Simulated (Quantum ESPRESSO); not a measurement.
## Run report: Mg, fields calculation (part 2 of 2)

The same run, continued: Mg (Fm-3m, 1 atom in the cell); Kohn-Sham DFT of a periodic cell, vdW-DF2, PseudoDojo 0.4 SR PBE stringent, no spin polarisation (Quantum ESPRESSO 7.5); cutoff 1142.88 eV, 10×10×10 k-mesh, Gaussian smearing of 0.2 eV. The structure derives from a Materials Project entry. The settings are looser than a standard set-up, so the numbers are not reference values.

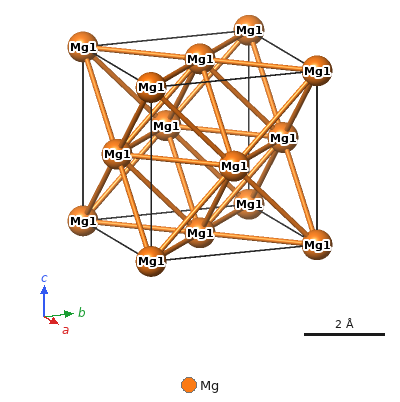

The structure as given in the input (ball-and-stick view of the cell 4 times as large as that of the calculation, set on its symmetry axes, seen slightly off an axis; atoms are numbered from 1 in the order of the input).

### The program's output, continued
```
   -70.7282 -37.6804 -37.6714 -37.6625   4.1277   6.9033   9.9343  12.7176
    18.2080  20.6480

          k = 0.4000 0.0000 0.6000 (  1985 PWs)   bands (ev):

   -70.7286 -37.6786 -37.6686 -37.6606   2.4918   8.9571  10.2372  13.8398
    19.3286  19.8593

          k = 0.8000-0.2000 1.0000 (  1988 PWs)   bands (ev):

   -70.7281 -37.6822 -37.6677 -37.6656   3.6296   9.2963  10.0334  11.4696
    15.5500  17.5392

          k = 0.7000-0.1000 0.9000 (  1989 PWs)   bands (ev):

   -70.7278 -37.6817 -37.6715 -37.6660   5.2140   7.8295   8.4029  11.1716
    16.4278  19.6116

          k = 0.6000 0.0000 0.8000 (  1975 PWs)   bands (ev):

   -70.7278 -37.6779 -37.6761 -37.6646   5.8495   6.7971   7.9986  11.7143
    17.1692  22.4539

          k =-0.2000-1.0000 0.0000 (  1998 PWs)   bands (ev):

   -70.7277 -37.6842 -37.6690 -37.6672   5.7239   6.7326   9.7600  11.1600
    15.2828  17.2769

          k = 0.6000-0.2000 1.0000 (  1982 PWs)   bands (ev):

   -70.7280 -37.6798 -37.6723 -37.6650   4.4751   8.1439   9.2200  10.5268
    19.0958  20.5374

          k = 0.5000-0.1000 0.9000 (  1972 PWs)   bands (ev):

   -70.7278 -37.6783 -37.6750 -37.6659   6.1637   6.4895   8.9861   9.9303
    20.0515  20.2736

          k =-0.4000-1.0000 0.0000 (  1962 PWs)   bands (ev):

   -70.7277 -37.6795 -37.6737 -37.6673   6.5281   7.4793   7.8732   9.4215
    18.8327  20.4199

     the Fermi energy is     5.7394 ev

!    total energy              =    -119.27682963 Ry
     estimated scf accuracy    <       0.00000185 Ry
     smearing contrib. (-TS)   =      -0.00076790 Ry
     internal energy E=F+TS    =    -119.27606173 Ry

     The total energy is F=E-TS. E is the sum of the following terms:
     one-electron contribution =     -92.17223094 Ry
     hartree contribution      =      43.27382910 Ry
     xc contribution           =     -16.32401082 Ry
     ewald contribution        =     -54.05364907 Ry

     convergence has been achieved in   4 iterations

     Forces acting on atoms (cartesian axes, Ry/au):

     atom    1 type  1   force =     0.00000000    0.00000000    0.00000000

     Total force =     0.000000     Total SCF correction =     0.000000

     Computing stress (Cartesian axis) and pressure

          total   stress  (Ry/bohr**3)                   (kbar)     P=        5.15
   0.00003504   0.00000000   0.00000000            5.15        0.00        0.00
   0.00000000   0.00003504  -0.00000000            0.00        5.15       -0.00
   0.00000000  -0.00000000   0.00003504            0.00       -0.00        5.15

=------------------------------------------------------------------------------=
   JOB DONE.
=------------------------------------------------------------------------------=
```

### File pp_density.out
```
This program is part of the open-source Quantum ESPRESSO suite
     for quantum simulation of materials; please cite
         "P. Giannozzi et al., J. Phys.:Condens. Matter 21 395502 (2009);
         "P. Giannozzi et al., J. Phys.:Condens. Matter 29 465901 (2017);
         "P. Giannozzi et al., J. Chem. Phys. 152 154105 (2020);
          URL
     in publications or presentations arising from this work. More details at

     ./tmp/pwscf.save/

     IMPORTANT: XC functional enforced from input :
     Exchange-correlation= VDW-DF2
                           (   1   4  13   0   2   0   0)
     Any further DFT definition will be discarded
     Please, verify this is what you really want

     G-vector sticks info
     --------------------
     sticks:   dense  smooth     PW     G-vecs:    dense   smooth      PW
     Sum         847     847    253                16049    16049    2685

     Using Slab Decomposition

     %%%%%%%%%%%%%%%%%%%%%%%%%%%%%%%%%%%%%%%%%%%%%%%%%%%%%%%%%%%%%%%%%%%%%%%%
     %                                                                      %
     % You are using vdW-DF, which was implemented by the Thonhauser group. %
     % Please cite the following two papers that made this development      %
     % possible and the two reviews that describe the various versions:     %
     %                                                                      %
     %   T. Thonhauser et al., PRL 115, 136402 (2015).                      %
     %   T. Thonhauser et al., PRB 76, 125112 (2007).                       %
     %   K. Berland et al., Rep. Prog. Phys. 78, 066501 (2015).             %
     %   D.C. Langreth et al., J. Phys.: Condens. Matter 21, 084203 (2009). %
     %                                                                      %
     % If you are calculating stress with vdW-DF, please also cite:         %
     %                                                                      %
     %   R. Sabatini et al., J. Phys.: Condens. Matter 24, 424209 (2012).   %
     %                                                                      %
     %%%%%%%%%%%%%%%%%%%%%%%%%%%%%%%%%%%%%%%%%%%%%%%%%%%%%%%%%%%%%%%%%%%%%%%%

     %%%%%%%%%%%%%%%%%%%%%%%%%%%%%%%%%%%%%%%%%%%%%%%%%%%%%%%%%%%%%%%%%%%%%%%%
     %                                                                      %
     %  vdW-DF NEWS:                                                        %
     %                                                                      %
     %  * vdW-DF3 is now available. DOI: 10.1021/acs.jctc.0c00471           %
     %    use with input_dft = 'vdW-DF3-opt1' or 'vdW-DF3-opt2'             %
     %                                                                      %
     %  * Unscreened and range-separated hybrid vdW-DF-cx functionals       %
     %    DOI: 10.1063/1.4986522 and 10.1088/1361-648X/ac2ad2               %
     %    use with input_dft = 'vdW-DF-cx0'    and 'vdW-DF-ahcx'            %
     %  * Unscreened and range-separated hybrid vdW-DF2-b86r functionals    %
     %    DOI: 10.1063/1.4986522 and DOI: 10.1103/PhysRevX.12.041003        %
     %    use with input_dft = 'vdW-DF2-br0' and 'vdW-DF2-ahbr'             %
     %                                                                      %
     %%%%%%%%%%%%%%%%%%%%%%%%%%%%%%%%%%%%%%%%%%%%%%%%%%%%%%%%%%%%%%%%%%%%%%%%

     Calling punch_plot, plot_num =   0
     Writing data to file  density.dat
     Reading data from file  density.dat

     Writing data to be plotted to file density.cube
     Plot Type: 3D                     Output format: Gaussian cube

=------------------------------------------------------------------------------=
   JOB DONE.
=------------------------------------------------------------------------------=
```

### File pp_potential.out
```
This program is part of the open-source Quantum ESPRESSO suite
     for quantum simulation of materials; please cite
         "P. Giannozzi et al., J. Phys.:Condens. Matter 21 395502 (2009);
         "P. Giannozzi et al., J. Phys.:Condens. Matter 29 465901 (2017);
         "P. Giannozzi et al., J. Chem. Phys. 152 154105 (2020);
          URL
     in publications or presentations arising from this work. More details at

     ./tmp/pwscf.save/

     IMPORTANT: XC functional enforced from input :
     Exchange-correlation= VDW-DF2
                           (   1   4  13   0   2   0   0)
     Any further DFT definition will be discarded
     Please, verify this is what you really want

     G-vector sticks info
     --------------------
     sticks:   dense  smooth     PW     G-vecs:    dense   smooth      PW
     Sum         847     847    253                16049    16049    2685

     Using Slab Decomposition

     %%%%%%%%%%%%%%%%%%%%%%%%%%%%%%%%%%%%%%%%%%%%%%%%%%%%%%%%%%%%%%%%%%%%%%%%
     %                                                                      %
     % You are using vdW-DF, which was implemented by the Thonhauser group. %
     % Please cite the following two papers that made this development      %
     % possible and the two reviews that describe the various versions:     %
     %                                                                      %
     %   T. Thonhauser et al., PRL 115, 136402 (2015).                      %
     %   T. Thonhauser et al., PRB 76, 125112 (2007).                       %
     %   K. Berland et al., Rep. Prog. Phys. 78, 066501 (2015).             %
     %   D.C. Langreth et al., J. Phys.: Condens. Matter 21, 084203 (2009). %
     %                                                                      %
     % If you are calculating stress with vdW-DF, please also cite:         %
     %                                                                      %
     %   R. Sabatini et al., J. Phys.: Condens. Matter 24, 424209 (2012).   %
     %                                                                      %
     %%%%%%%%%%%%%%%%%%%%%%%%%%%%%%%%%%%%%%%%%%%%%%%%%%%%%%%%%%%%%%%%%%%%%%%%

     %%%%%%%%%%%%%%%%%%%%%%%%%%%%%%%%%%%%%%%%%%%%%%%%%%%%%%%%%%%%%%%%%%%%%%%%
     %                                                                      %
     %  vdW-DF NEWS:                                                        %
     %                                                                      %
     %  * vdW-DF3 is now available. DOI: 10.1021/acs.jctc.0c00471           %
     %    use with input_dft = 'vdW-DF3-opt1' or 'vdW-DF3-opt2'             %
     %                                                                      %
     %  * Unscreened and range-separated hybrid vdW-DF-cx functionals       %
     %    DOI: 10.1063/1.4986522 and 10.1088/1361-648X/ac2ad2               %
     %    use with input_dft = 'vdW-DF-cx0'    and 'vdW-DF-ahcx'            %
     %  * Unscreened and range-separated hybrid vdW-DF2-b86r functionals    %
     %    DOI: 10.1063/1.4986522 and DOI: 10.1103/PhysRevX.12.041003        %
     %    use with input_dft = 'vdW-DF2-br0' and 'vdW-DF2-ahbr'             %
     %                                                                      %
     %%%%%%%%%%%%%%%%%%%%%%%%%%%%%%%%%%%%%%%%%%%%%%%%%%%%%%%%%%%%%%%%%%%%%%%%

     Calling punch_plot, plot_num =  11
     Writing data to file  potential.dat
     Reading data from file  potential.dat

     Writing data to be plotted to file potential.cube
     Plot Type: 3D                     Output format: Gaussian cube

=------------------------------------------------------------------------------=
   JOB DONE.
=------------------------------------------------------------------------------=
```

### File pp_potential_ks.out
```
This program is part of the open-source Quantum ESPRESSO suite
     for quantum simulation of materials; please cite
         "P. Giannozzi et al., J. Phys.:Condens. Matter 21 395502 (2009);
         "P. Giannozzi et al., J. Phys.:Condens. Matter 29 465901 (2017);
         "P. Giannozzi et al., J. Chem. Phys. 152 154105 (2020);
          URL
     in publications or presentations arising from this work. More details at

     ./tmp/pwscf.save/

     IMPORTANT: XC functional enforced from input :
     Exchange-correlation= VDW-DF2
                           (   1   4  13   0   2   0   0)
     Any further DFT definition will be discarded
     Please, verify this is what you really want

     G-vector sticks info
     --------------------
     sticks:   dense  smooth     PW     G-vecs:    dense   smooth      PW
     Sum         847     847    253                16049    16049    2685

     Using Slab Decomposition

     %%%%%%%%%%%%%%%%%%%%%%%%%%%%%%%%%%%%%%%%%%%%%%%%%%%%%%%%%%%%%%%%%%%%%%%%
     %                                                                      %
     % You are using vdW-DF, which was implemented by the Thonhauser group. %
     % Please cite the following two papers that made this development      %
     % possible and the two reviews that describe the various versions:     %
     %                                                                      %
     %   T. Thonhauser et al., PRL 115, 136402 (2015).                      %
     %   T. Thonhauser et al., PRB 76, 125112 (2007).                       %
     %   K. Berland et al., Rep. Prog. Phys. 78, 066501 (2015).             %
     %   D.C. Langreth et al., J. Phys.: Condens. Matter 21, 084203 (2009). %
     %                                                                      %
     % If you are calculating stress with vdW-DF, please also cite:         %
     %                                                                      %
     %   R. Sabatini et al., J. Phys.: Condens. Matter 24, 424209 (2012).   %
     %                                                                      %
     %%%%%%%%%%%%%%%%%%%%%%%%%%%%%%%%%%%%%%%%%%%%%%%%%%%%%%%%%%%%%%%%%%%%%%%%

     %%%%%%%%%%%%%%%%%%%%%%%%%%%%%%%%%%%%%%%%%%%%%%%%%%%%%%%%%%%%%%%%%%%%%%%%
     %                                                                      %
     %  vdW-DF NEWS:                                                        %
     %                                                                      %
     %  * vdW-DF3 is now available. DOI: 10.1021/acs.jctc.0c00471           %
     %    use with input_dft = 'vdW-DF3-opt1' or 'vdW-DF3-opt2'             %
     %                                                                      %
     %  * Unscreened and range-separated hybrid vdW-DF-cx functionals       %
     %    DOI: 10.1063/1.4986522 and 10.1088/1361-648X/ac2ad2               %
     %    use with input_dft = 'vdW-DF-cx0'    and 'vdW-DF-ahcx'            %
     %  * Unscreened and range-separated hybrid vdW-DF2-b86r functionals    %
     %    DOI: 10.1063/1.4986522 and DOI: 10.1103/PhysRevX.12.041003        %
     %    use with input_dft = 'vdW-DF2-br0' and 'vdW-DF2-ahbr'             %
     %                                                                      %
     %%%%%%%%%%%%%%%%%%%%%%%%%%%%%%%%%%%%%%%%%%%%%%%%%%%%%%%%%%%%%%%%%%%%%%%%

     Calling punch_plot, plot_num =   1
     Writing data to file  potential_ks.dat
     Reading data from file  potential_ks.dat

     Writing data to be plotted to file potential_ks.cube
     Plot Type: 3D                     Output format: Gaussian cube

=------------------------------------------------------------------------------=
   JOB DONE.
=------------------------------------------------------------------------------=
```

This output came from the following input.

### The input
```
&CONTROL
  calculation = 'scf'
  prefix = 'pwscf'
  outdir = './tmp'
  pseudo_dir = './pseudo'
  tprnfor = .true.
  tstress = .true.
  disk_io = 'low'
/
&SYSTEM
  space_group = 225
  A = 4.488512
  nat = 1
  ntyp = 1
  ecutwfc = 84
  nbnd = 10
  input_dft = 'vdw-df2'
  occupations = 'smearing'
  smearing = 'gaussian'
  degauss = 0.01469973
/
&ELECTRONS
  conv_thr = 1d-05
  electron_maxstep = 120
  mixing_beta = 0.5
  diagonalization = 'cg'
  diago_david_ndim = 4
/
ATOMIC_SPECIES
Mg    24.3050 Mg.upf
ATOMIC_POSITIONS crystal_sg
Mg     0.0000000000    0.0000000000    0.0000000000
K_POINTS automatic
10 10 10 0 0 0
```

### File pp_density.in
```
&INPUTPP
  prefix = 'pwscf'
  outdir = './tmp'
  filplot = 'density.dat'
  plot_num = 0
/
&PLOT
  nfile = 1
  filepp(1) = 'density.dat'
  iflag = 3
  output_format = 6
  fileout = 'density.cube'
/
```

### File pp_potential.in
```
&INPUTPP
  prefix = 'pwscf'
  outdir = './tmp'
  filplot = 'potential.dat'
  plot_num = 11
/
&PLOT
  nfile = 1
  filepp(1) = 'potential.dat'
  iflag = 3
  output_format = 6
  fileout = 'potential.cube'
/
```

### File pp_elf.in
```
&INPUTPP
  prefix = 'pwscf'
  outdir = './tmp'
  filplot = 'elf.dat'
  plot_num = 8
/
&PLOT
  nfile = 1
  filepp(1) = 'elf.dat'
  iflag = 3
  output_format = 6
  fileout = 'elf.cube'
/
```

### File pp_potential_ks.in
```
&INPUTPP
  prefix = 'pwscf'
  outdir = './tmp'
  filplot = 'potential_ks.dat'
  plot_num = 1
/
&PLOT
  nfile = 1
  filepp(1) = 'potential_ks.dat'
  iflag = 3
  output_format = 6
  fileout = 'potential_ks.cube'
/
```

Launch command:
```bash
OMP_NUM_THREADS=1 pw.x -in pw.in > pw.out
OMP_NUM_THREADS=1 pp.x -in pp_density.in > pp_density.out
OMP_NUM_THREADS=1 pp.x -in pp_potential.in > pp_potential.out
OMP_NUM_THREADS=1 pp.x -in pp_elf.in > pp_elf.out
OMP_NUM_THREADS=1 pp.x -in pp_potential_ks.in > pp_potential_ks.out
```

### Results in brief

```csv
quantity,value
outcome,converged
space group (tolerance 0.01 Å),Fm-3m (225)
electrons treated,10
free energy,−1622.8439 eV
Fermi energy,5.739 eV
gap on the k-point mesh,none (metallic)
pressure,0.52 GPa
largest force (length of the vector),under 0.001 eV/Å
hardware,"1 thread of Arm Neoverse V2, 24 GiB of memory available, shared host"
wall time,4.6 min
peak memory,0.08 GiB
```

### Notes

Settings chosen away from the usual ones: conv_thr set to 1e-05; diagonalization set to cg; diago_david_ndim set to 4. The settings depart from the standard set-up of this series, which can bear on the numbers. The record of the run, not the program, notes: potentials made for another functional. Points of doubt noted for this run: potentials made for another functional.
